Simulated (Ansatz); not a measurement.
```yaml
crystal:
  lattice:
    - [-7.40625, 0.00000, -6.82768]
    - [3.70312, 6.41400, -6.82768]
    - [3.70312, -6.41400, -6.82768]
  atoms:
    - { symbol: Sn, position: [0.81570, 0.34465, 0.82060] }
    - { symbol: Sn, position: [0.50352, 0.99484, 0.50255] }
    - { symbol: Sn, position: [0.66779, 0.16707, 0.16154] }
    - { symbol: Sn, position: [0.15056, 0.16805, 0.67866] }
    - { symbol: Sn, position: [0.67294, 0.64931, 0.66580] }
    - { symbol: Sn, position: [0.34551, 0.33897, 0.33985] }
    - { symbol: Sn, position: [0.99504, 0.00086, 0.99705] }
    - { symbol: Sn, position: [0.84239, 0.82328, 0.33732] }
    - { symbol: Sn, position: [0.49411, 0.51044, 0.98408] }
    - { symbol: Sn, position: [0.33135, 0.83464, 0.83089] }
    - { symbol: Sn, position: [0.04880, 0.52842, 0.51411] }
    - { symbol: Sn, position: [0.17452, 0.67627, 0.16652] }
    - { symbol: Sn, position: [0.66597, 0.32049, 0.49528] }
    - { symbol: S, position: [0.42793, 0.10190, 0.27021] }
    - { symbol: S, position: [0.56745, 0.26086, 0.94517] }
    - { symbol: S, position: [0.10076, 0.28297, 0.43965] }
    - { symbol: S, position: [0.59844, 0.77644, 0.40630] }
    - { symbol: S, position: [0.26671, 0.43324, 0.10760] }
    - { symbol: S, position: [0.93226, 0.07472, 0.75685] }
    - { symbol: S, position: [0.76105, 0.92630, 0.10142] }
    - { symbol: S, position: [0.40450, 0.59604, 0.76327] }
    - { symbol: S, position: [0.26135, 0.93899, 0.59214] }
    - { symbol: S, position: [0.94316, 0.58405, 0.28653] }
    - { symbol: S, position: [0.09164, 0.75994, 0.93427] }
    - { symbol: S, position: [0.42226, 0.24171, 0.57858] }
    - { symbol: S, position: [0.07059, 0.91152, 0.23917] }
    - { symbol: S, position: [0.23824, 0.07250, 0.90597] }
    - { symbol: S, position: [0.74319, 0.08038, 0.40667] }
    - { symbol: S, position: [0.27409, 0.58672, 0.40214] }
    - { symbol: S, position: [0.90025, 0.24097, 0.06035] }
    - { symbol: S, position: [0.57457, 0.89668, 0.73502] }
    - { symbol: S, position: [0.40742, 0.74617, 0.06885] }
    - { symbol: S, position: [0.09116, 0.40941, 0.74555] }
    - { symbol: S, position: [0.92566, 0.75416, 0.57198] }
    - { symbol: S, position: [0.58700, 0.40404, 0.25292] }
    - { symbol: S, position: [0.72339, 0.57872, 0.93251] }
```

These are results of Ansatz, DFT PBE, scalar-relativistic, plane waves, PAW, not measurements.

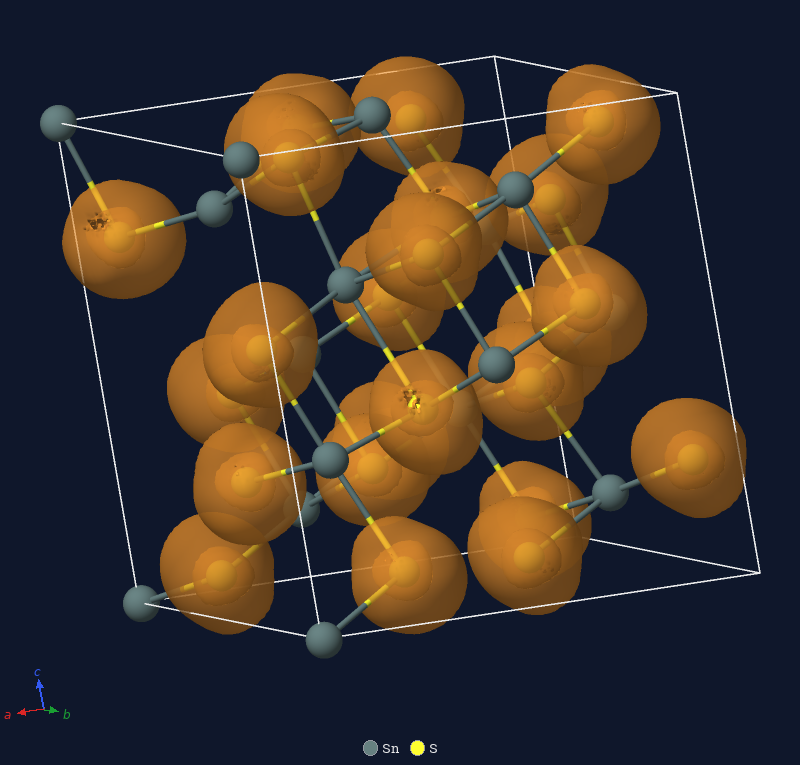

Sn₁₃S₂₃ (cell with a defect). Isosurface of the electron localisation function at 0.75 (orange), seen at an oblique angle. Only the valence region is drawn (cores and ρ < 0.01 e/Å³ removed). Sticks mark near contacts.

Core electrons are frozen (PAW), and the valence fields are smoothed inside the atomic spheres.

### Describe the localisation domains.

At this value the surface marks out 23 regions wrapped around S (the valence shell of each), counted in one cell of 36 atoms. Regions shared between cells count once. Along the contacts the grid gives the following. Sn–S (2.46 Å): the ELF peaks at about 0.85 in the valence shell of S, 0.9 Å from its nucleus, and is about 0.60 at the midpoint. Sn–S (2.52 Å): the ELF peaks at about 0.85 in the valence shell of S, 0.9 Å from its nucleus, and is about 0.55 at the midpoint.

### Does the calculation give a band gap?

It is gapped, with a Kohn–Sham gap of 0.35 eV on the k-point mesh (the band edges may lie off the mesh, which would make the gap smaller).
